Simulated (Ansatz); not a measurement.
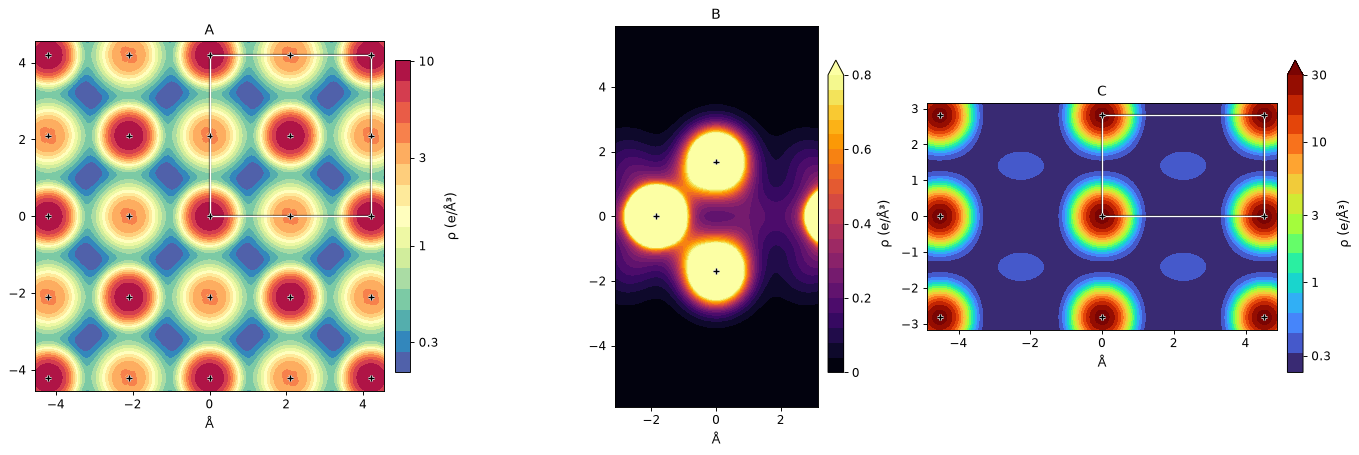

The valence electron density of 3 systems, each on a plane through atoms (crosses mark nuclei in the plane).

The calculation used DFT PBEsol, scalar-relativistic, plane waves, PAW (Ansatz).

System 1: WSe$_{2}$, the (110) plane of the calculation cell, a cut from vacuum to vacuum. 

```yaml
crystal:
  lattice:
    - [3.21800, 0.00000, 0.00000]
    - [-1.60900, 2.78687, 0.00000]
    - [0.00000, 0.00000, 30.56000]
  atoms:
    - { symbol: Se, position: [0.66667, 0.33333, 0.29440] }
    - { symbol: W, position: [0.33333, 0.66667, 0.34980] }
    - { symbol: Se, position: [0.66667, 0.33333, 0.40520] }
```

System 2: Hf, the (010) plane of the conventional cell. Space group P6/mmm; a generated structure, not necessarily the stable one; computed pressure about 45 GPa in this cell.

```
Hf
1.0
     4.52268    0.00000    0.00000
    -2.26134    3.91676    0.00000
     0.00000    0.00000    2.81577
Hf
3
Direct
  0.00000 0.00000 0.00000
  0.33333 0.66667 0.50000
  0.66667 0.33333 0.50000
```

System 3: TiN, the (100) plane of the conventional cell. Space group Fm-3m; a generated structure, not necessarily the stable one; computed without spin polarisation.

Match each panel to its system.

Answer. Panel A is system 3, TiN: the plane holds Ti and N. Ti–N (2.10 Å): the density is about 0.53 e/Å³ at the midpoint. Panel B is system 1, WSe$_{2}$: the plane holds Se and W. W–Se (2.51 Å): ρ at the midpoint is about 0.57 e/Å³. Panel C is system 2, Hf: the plane holds Hf. Hf–Hf (2.82 Å): the density is about 0.28 e/Å³ at the midpoint.
